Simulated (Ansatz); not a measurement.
System: MoS2.

The calculation's input:

```
crystal:
  lattice:
    - [1.600791858, 0.9242176101, 6.2309303335]
    - [-1.600791858, 0.9242176101, 6.2309303335]
    - [0.0, -1.8484352203, 6.2309303335]
  atoms:
    - { symbol: Mo, position: [0.0, 0.0, 0.0] }
    - { symbol: S, position: [0.417, 0.417, 0.417] }
    - { symbol: S, position: [0.25, 0.25, 0.25] }
hamiltonian:
  xc: r2scan
  pseudopotentials: { kind: paw }
kpoints:
  mp_grid: { grid: [10, 10, 10] }
scf:
  occupations: { method: fermi_dirac, width: 0.05 }
output:
  forces: true
  stress: true
  eigenvalues: true
  write_density: true
  write_potential: true
  elf: true
  volumetric_format: npy
```

Run with:

```sh
ansatz run input.yaml --threads 2 --pin off --max-ram 5632MiB --backend cpu --events-out ev --progress --plain --runs-dir out
```

Below, planes, directions and counts refer to the conventional cell (a = 3.20 Å, b = 3.20 Å, c = 18.69 Å, α = 90.00°, β = 90.00°, γ = 120.00°).

Space group R3m; not relaxed (largest force 0.4 eV/Å).

Method: Kohn-Sham DFT of a periodic cell, r2SCAN, Ansatz PAW in Ansatz.

Question: What will maps of the valence pseudo-density and electron localisation function show?

Answer: Mo–S (2.42 Å): ρ is about 0.6 e/Å³ halfway; the ELF peaks at about 0.85 in the valence shell of S, 0.8 Å from its nucleus, and is about 0.45 at the midpoint.

Question: Metal or insulator at this level of theory?

Answer: It is gapped, with a Kohn–Sham gap of 1.1 eV on the k-point mesh (the band edges may lie off the mesh, which would make the gap smaller).

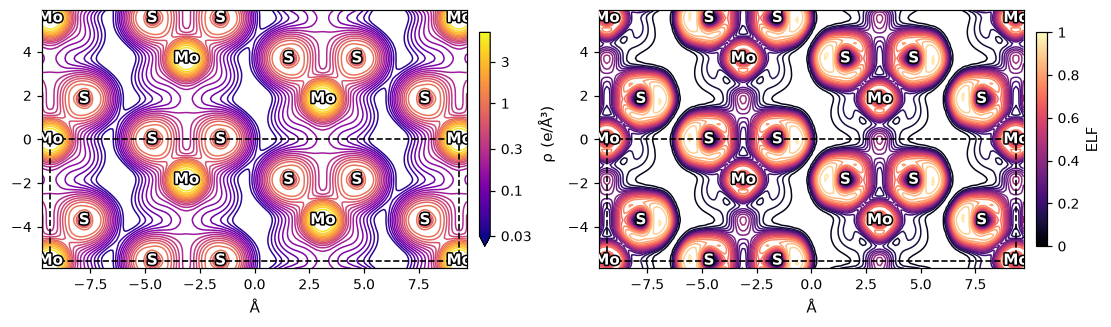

Computed valence pseudo-density and electron localisation function on the (110) plane of the conventional cell, in this order. 

Core electrons are frozen (PAW), and the valence fields are smoothed inside the atomic spheres.
